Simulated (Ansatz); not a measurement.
**Zn6O5 (cell charge +2, with a compensating background) (distorted or defective cell): density, localisation and related maps**

Input file:

```
crystal:
  lattice:
    - [0.0, 0.0, 5.2932332175]
    - [4.9190861938, 2.8400357381, 0.0]
    - [-4.9190861938, 2.8400357382, 0.0]
  atoms:
    - { symbol: Zn, position: [0.4653737294, 0.3333333333, 1.0] }
    - { symbol: Zn, position: [0.5017533404, 0.6666666667, 0.6666666667] }
    - { symbol: Zn, position: [0.5017533404, 0.0, 0.3333333333] }
    - { symbol: Zn, position: [0.0109482823, 0.3333333333, 0.357205261] }
    - { symbol: Zn, position: [0.0109482823, 0.6905385943, 1.0] }
    - { symbol: Zn, position: [0.0109482823, -0.0238719276, 0.642794739] }
    - { symbol: O, position: [0.8779867378, 0.6666666667, 0.6666666667] }
    - { symbol: O, position: [0.8779867378, 0.0, 0.3333333333] }
    - { symbol: O, position: [0.3814852258, 0.3333333333, 0.3326710451] }
    - { symbol: O, position: [0.3814852258, 0.6660043784, 1.0] }
    - { symbol: O, position: [0.3814852258, 0.0006622883, 0.6673289549] }
  host:
    lattice:
      - [3.2793907959, 0.0, 0.0]
      - [-1.6396953979, 2.8400357382, 0.0]
      - [0.0, 0.0, 5.2932332175]
    atoms:
      - { symbol: Zn, position: [0.6666666667, 0.3333333333, 0.5006044103] }
      - { symbol: Zn, position: [0.3333333333, 0.6666666667, 0.0006044103] }
      - { symbol: O, position: [0.6666666667, 0.3333333333, 0.8797055897] }
      - { symbol: O, position: [0.3333333333, 0.6666666667, 0.3797055897] }
total_charge: 2
basis:
  ecutwfc: 420
  xc_grid: 2
kpoints:
  mp_grid: { grid: [3, 3, 3], shift: [0.0, 0.0, 0.0] }
hamiltonian:
  xc: pbe
scf:
  occupations: { method: gaussian, width: 0.01 }
output:
  forces: true
  stress: false
  eigenvalues: true
  charged_corrections:
    defect_position: [0.87970559, 0.33333333, 1.0]
    epsilon: [[10.5527, 0.0, 0.0], [0.0, 10.5527, 0.0], [0.0, 0.0, 11.5861]]
  write_density: true
  write_potential: true
  elf: true
  volumetric_format: npy
relax:
  adjacent_minimum: "off"
  f_tol: 0.025
  max_steps: 45
```

Command:

```sh
ansatz run input.yaml --threads 4 --pin off --max-ram 10240MiB --backend cpu --events-out ev --progress --plain --runs-dir out
```

The fields are those of the run's last geometry, not of the input's.

Level of theory: DFT PBE, scalar-relativistic, plane waves, PAW (Ansatz 0.2.0).

In a PAW calculation such maps are meaningful between the atoms, not at the nuclei.

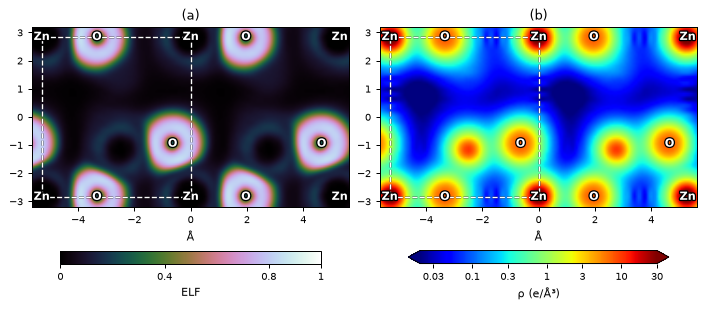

Figure 1. (a) ELF; (b) valence charge density (pseudo) on the (010) plane of the calculation cell.

### What do the fields say about this system?

Atoms in the plane: Zn and O.
Atoms just off the plane (Zn, 0.4 Å away) can leave unmarked features too.
Zn–O (1.95 Å): the density is about 0.6 e/Å³ at the midpoint; the ELF peaks at about 0.85 in the valence shell of O, 0.6 Å from its nucleus, and is about 0.25 at the midpoint: no localised pair shows between them.
Zn–O (2.00 Å): ρ at the midpoint is about 0.56 e/Å³; the ELF peaks at about 0.85 in the valence shell of O, 0.6 Å from its nucleus, and is about 0.25 at the midpoint: no localised pair shows between them.
Between the atoms the lowest density in this plane is 0.01 e/Å³.

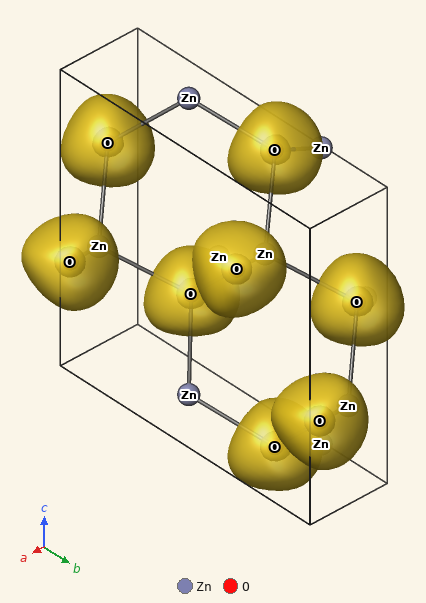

Figure 2. Isosurface of the ELF at 0.6 (yellow), seen slightly off an axis. Core shells and regions of very low density are left out. Sticks mark near contacts.

### Describe the localisation domains.

The surface consists of five regions wrapped around O (the valence shell of each), counted in one cell of 11 atoms. Regions shared between cells count once.


Zn–O (1.90 Å): the ELF peaks at about 0.85 in the valence shell of O, 0.6 Å from its nucleus, and is about 0.30 at the midpoint; no localised pair shows between them.

### Does the calculation give a band gap?

It is gapped, with a Kohn–Sham gap of 0.48 eV on the k-point mesh, an upper bound to the gap of this method.
